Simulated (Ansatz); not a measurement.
RuO2, space group P4_2/mnm (No. 136), a = 4.427 Å, b = 4.427 Å, c = 3.074 Å, α = 90.00°, β = 90.00°, γ = 90.00°

| site | Wyckoff | x | y | z |
| --- | --- | --- | --- | --- |
| Ru | 2a | 0.5000 | 0.5000 | 0.5000 |
| O | 4f | 0.8063 | 0.1937 | 0.5000 |

Source: coordinates from a relaxation with DFT, LDA, all-electron LAPW, scalar-relativistic in Ansatz.

> Describe the coordination of Ru.

RuO6: a slightly distorted octahedron (coordination number 6, S = 0.93; next best trigonal prism, S = 15.9). Bonds: 2 × Ru–O 1.92 Å and 4 × Ru–O 1.96 Å. The next neighbour, not counted, lies at 3.07 Å.

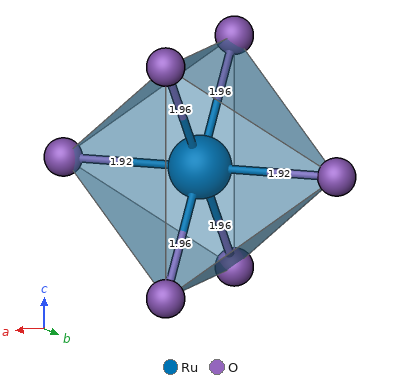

The polyhedron about Ru. Shape measures S are computed against regular polyhedra or, for capped shapes, the nearer of the equal-edge and equal-bond forms.
